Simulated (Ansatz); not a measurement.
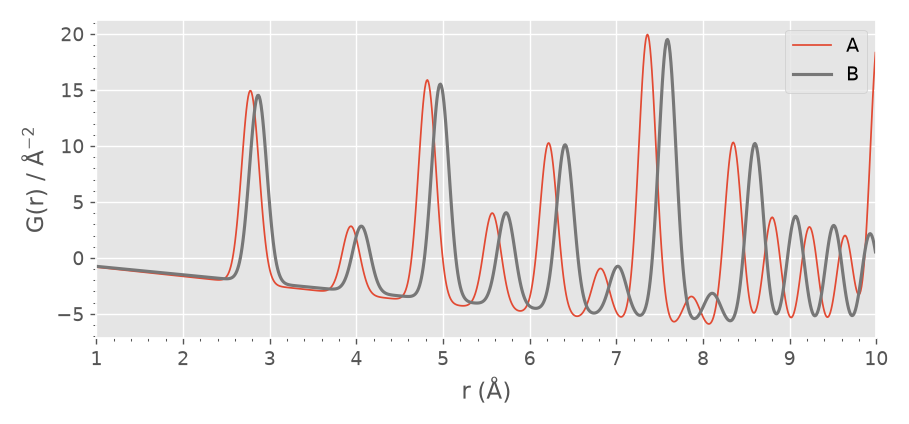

Simulated X-ray pair distribution function, G(r) = R(r)/r − 4πρ₀r, summed over the atomic distances of the structure with each pair weighted by the product of the atomic numbers (X-ray weights at Q = 0); every distance is a Gaussian of σ = 0.10 Å. Both curves are of Mo in space group Fm-3m, for two cells of different size. A: the end point of a relaxation with DFT, LDA (PW92), plane waves (420 eV) with PAW, scalar-relativistic in Ansatz 0.2.0; the starting structure was generated, so it need not be a known form of this composition; B: the input geometry of an electronic-structure calculation (not necessarily at equilibrium); the starting structure was generated, so it need not be a known form of this composition.

### How does the volume of B compare with that of A?

Cell B is larger: the volume of B is 9.4 % above that of A (15.24 and 16.67 Å³ per atom), a mean linear change of 3.0 %. The shortest distance is 2.783 Å in A and 2.867 Å in B.

### Give both cells.

Cell A: a = 3.936 Å, b = 3.936 Å, c = 3.936 Å, α = 90.00°, β = 90.00°, γ = 90.00°
Cell B: a = 4.055 Å, b = 4.055 Å, c = 4.055 Å, α = 90.00°, β = 90.00°, γ = 90.00°
